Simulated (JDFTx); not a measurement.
## HgTe: 7 runs along one coordinate

System: HgTe (2 atoms in the cell).
Method: Kohn-Sham DFT of a periodic cell, PBEsol, PseudoDojo-SR-PBEsol-0.4.1-standard, no spin polarisation (JDFTx 1.7.0 (patched build)).

The 7 runs differ only in the geometry, by an even scaling of the cell at fixed fractional positions. The structure derives from an entry of the Crystallography Open Database.

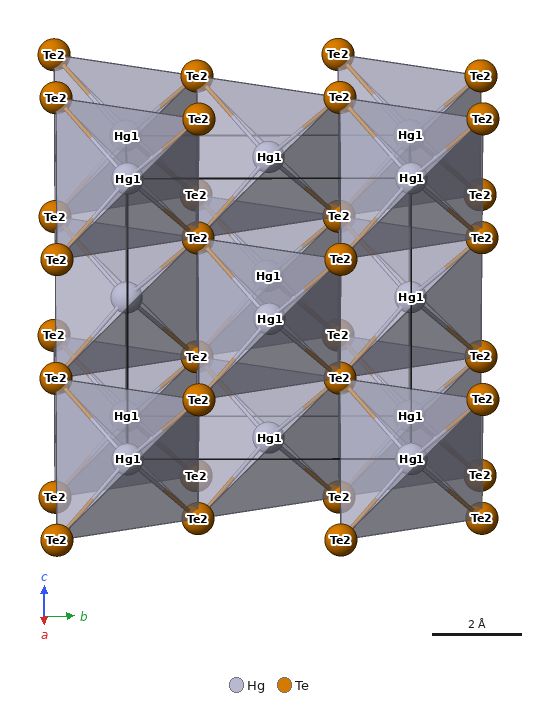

Figure 1. The structure of run 4 (polyhedral view of the cell 4 times as large as that of the calculation, set on its symmetry axes, seen at an oblique angle; polyhedra are completed across the faces of the cell; atoms are numbered from 1 in the order of the input). An atom can appear more than once, as a periodic image.

## Input of run 4
```
lattice \
    0.0000000000     6.0745246276     6.0745246276 \
    6.0745246276     0.0000000000     6.0745246276 \
    6.0745246276     6.0745246276     0.0000000000
coords-type Lattice
ion Hg     0.0000000000     0.0000000000     0.0000000000 1
ion Te     0.7500000000     0.7500000000     0.7500000000 1

ion-species pseudo/Hg.upf
ion-species pseudo/Te.upf
elec-cutoff 40 320
elec-ex-corr gga-PBEsol
kpoint-folding 7 7 7
elec-smearing Fermi 0.0018374661
elec-n-bands 25
electronic-SCF nIterations 100 energyDiffThreshold 1e-09
electronic-minimize nIterations 30 energyDiffThreshold 1e-7
forces-output-coords Cartesian

dump-name run.$VAR
dump End Ecomponents EigStats BandEigs Kpoints Forces Stress ElecDensity Dtot KEdensity
```

Command:
```bash
jdftx -c 1 -i HgTe.in -o HgTe.out
```

Lattice vectors (Å) and fractional positions of run 4:
```
   0.000000    3.214500    3.214500
   3.214500    0.000000    3.214500
   3.214500    3.214500    0.000000
Hg  0.000000  0.000000  0.000000
Te  0.750000  0.750000  0.750000
```

Run 6 differs from it as follows:
```diff
-    0.0000000000     6.0745246276     6.0745246276 \
-    6.0745246276     0.0000000000     6.0745246276 \
-    6.0745246276     6.0745246276     0.0000000000
+    0.0000000000     6.1544617502     6.1544617502 \
+    6.1544617502     0.0000000000     6.1544617502 \
+    6.1544617502     6.1544617502     0.0000000000
```

## Results, with one run withheld

```tsv
run	volume per atom (Å³)	free energy per atom, from the lowest run given (meV)	pressure (GPa)
1	31.223	50.31	5.53
2	31.887	30.24	4.14
3	32.551	15.59	2.92
4	33.215	5.76	1.82
5	33.880	0.19	0.85
6	34.544	?	?
7	35.208	0.00	−0.77
```

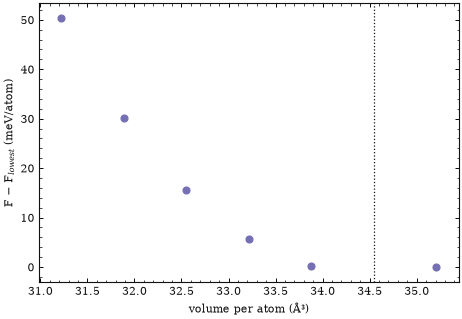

Figure 2. Free energy per atom of the runs given; the dotted line marks run 6.

What should run 6 give?

A cubic polynomial in V^(−2/3) (the Birch–Murnaghan form), fitted to the 6 runs given, misses them by under 0.01 meV per atom. With x = V^(−2/3) − 0.09729 Å⁻², it reads F = 9.0981 + 7142.5 x + 1.2165e+06 x² + 7.5156e+06 x³ (meV per atom). At run 6 it gives −1.58 meV per atom, and the run itself gives −1.59. The slope of the fit gives a pressure −dF/dV of 0.01 GPa there, and the run prints −0.01 GPa. The fit has its minimum at 34.549 Å³ per atom, where V d²F/dV² gives 42.1 GPa: the bulk modulus at this level, since symmetry fixes the shape and the positions.

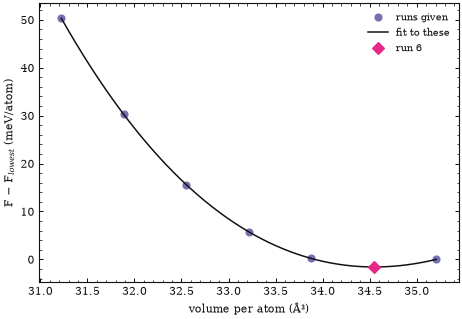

Figure 3. The fit and the withheld run.

## Some lines of the output (run 6)
```
[...]
unit cell volume = 466.23
     Etot =     -249.5159275828164311
        F =     -249.5159543443871826
	HOMO-LUMO gap: +0.024288
	Optical gap  : +0.032284 at state 1 ( [ +0.000000 +0.000000 +0.142857 ] spin 0 )
```

Notes: Spin–orbit coupling is left out, which matters for Hg.
